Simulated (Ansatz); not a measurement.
Start from this file.

```cif
data_structure
_symmetry_space_group_name_H-M 'P 1'
_symmetry_Int_Tables_number 1
_cell_length_a 5.1669
_cell_length_b 5.2091
_cell_length_c 5.5635
_cell_angle_alpha 106.108
_cell_angle_beta 102.679
_cell_angle_gamma 116.735
_cell_volume 117.68
loop_
_atom_site_label
_atom_site_type_symbol
_atom_site_symmetry_multiplicity
_atom_site_Wyckoff_symbol
_atom_site_fract_x
_atom_site_fract_y
_atom_site_fract_z
_atom_site_occupancy
Ru1 Ru 1 a 0.00000 0.00000 0.00000 1
Ru2 Ru 1 a 0.97741 0.98544 0.49434 1
Ru3 Ru 1 a 0.48069 0.50352 0.00152 1
Ru4 Ru 1 a 0.46725 0.48373 0.49748 1
Ru5 Ru 1 a 0.06050 0.57263 0.13538 1
Ru6 Ru 1 a 0.07076 0.55727 0.65102 1
Ru7 Ru 1 a 0.56622 0.08524 0.15471 1
Ru8 Ru 1 a 0.55644 0.06246 0.64375 1
```

Question: Describe what this structure looks like.

Answer: The element is ruthenium. There is no symmetry operation other than the lattice translations (P1). It is a distorted form of a primitive hexagonal structure, space group P6_3/mmc (No. 194) within 0.25 Å: hexagonal close-packed (Mg type). The cell holds eight atoms.

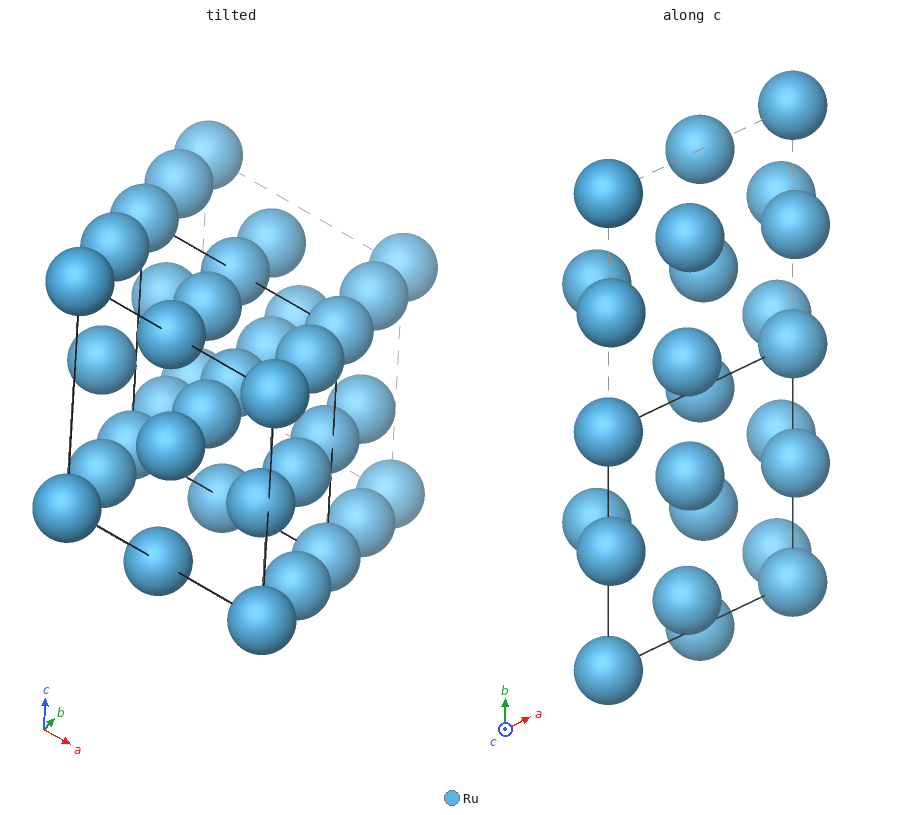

The crystal in a spheres-only representation, seen slightly off an axis and along the c axis. 1×2×1 cells are drawn; the solid outline is the unit cell. Colours: ruthenium blue.

The geometry is that of a known structure type with the cell strained and the atoms shaken on purpose, without relaxation. It was run through Ansatz as a DFT input.

At this level of theory the cell isn't at rest (stretched, at -22 GPa and forces up to 1.1 eV/Å), so its distances can differ from those at equilibrium, the more so the softer the solid.
